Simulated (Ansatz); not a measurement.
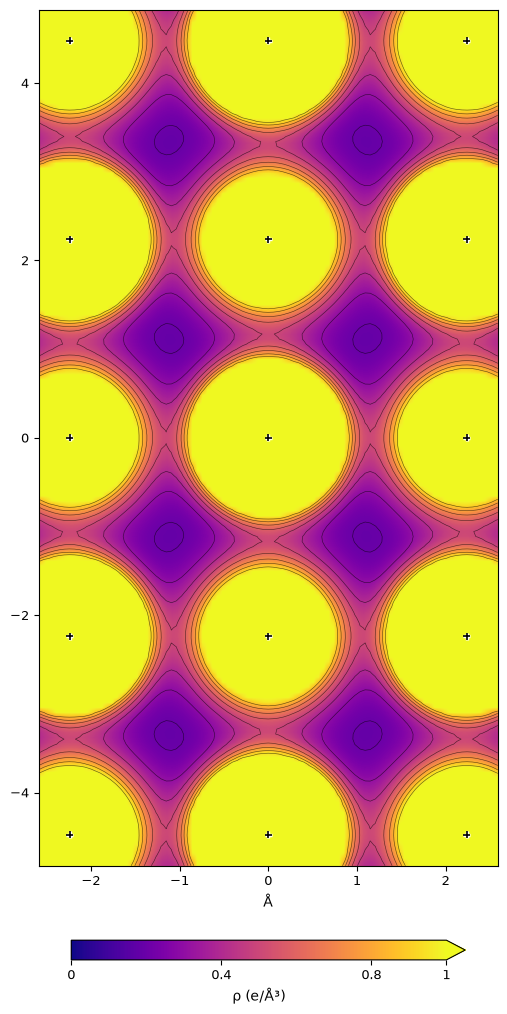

The valence electron density on a plane through atoms (crosses mark nuclei in the plane).

Method: Ansatz 0.2.0, DFT, PBEsol, PAW with Ansatz's default frozen-core files, scalar-relativistic.

Candidates:
A. ZrN, a = 4.48 Å, b = 4.48 Å, c = 4.48 Å, α = 90.00°, β = 90.00°, γ = 90.00°. Space group Fm-3m; computed pressure about 15 GPa in this cell; computed without spin polarisation.
B. AlAs, a = 5.58 Å, b = 5.58 Å, c = 5.58 Å, α = 90.00°, β = 90.00°, γ = 90.00°. Space group F-43m; computed pressure about 4 GPa in this cell.
C. ZrC, a = 3.42 Å, b = 3.42 Å, c = 4.70 Å, α = 90.00°, β = 90.00°, γ = 90.00°. Space group I4/mmm; changed on purpose from its base cell (equal xx and yy strain of +3 %, PAW files); computed pressure about −16 GPa in this cell.

> Which candidate gave the map?

Candidate A: ZrN on the (001) plane of the conventional cell, which holds Zr and N. Zr–N (2.24 Å): ρ at the midpoint is about 0.51 e/Å³. Zr–Zr (3.16 Å): the density is about 0.19 e/Å³ at the midpoint.
